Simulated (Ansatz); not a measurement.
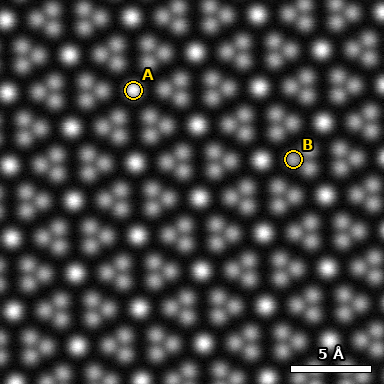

Z-contrast image of Hf (Pm-3n, No. 223) along [111]. The image is simulated as a sum over atoms of Z^1.6, blurred by a 0.76 Å probe (no channelling). The display is stretched by a gamma of 0.65; percentages refer to the linear signal. Shot noise and a slight drift were added. Atomic positions: the input geometry of a calculation; the starting structure was generated, so it need not be a known form of this composition.

```cif
data_structure
_symmetry_space_group_name_H-M 'P 1'
_symmetry_Int_Tables_number 1
_cell_length_a 5.7061
_cell_length_b 5.7061
_cell_length_c 5.7061
_cell_angle_alpha 90.000
_cell_angle_beta 90.000
_cell_angle_gamma 90.000
_cell_volume 185.79
loop_
_atom_site_label
_atom_site_type_symbol
_atom_site_fract_x
_atom_site_fract_y
_atom_site_fract_z
_atom_site_occupancy
Hf1 Hf 0.00000 0.00000 0.00000 1
Hf2 Hf 0.50000 0.50000 0.50000 1
Hf3 Hf 0.25000 0.00000 0.50000 1
Hf4 Hf 0.75000 0.00000 0.50000 1
Hf5 Hf 0.50000 0.25000 0.00000 1
Hf6 Hf 0.50000 0.75000 0.00000 1
Hf7 Hf 0.00000 0.50000 0.25000 1
Hf8 Hf 0.00000 0.50000 0.75000 1
```

Which atoms make up the marked columns?

A: Hf (2 Hf per 9.88 Å along the beam; the brightest kind). B: Hf (1 Hf per 9.88 Å along the beam; about 50 % of the brightest peak). Brightness is counted from the darkest point of the image.
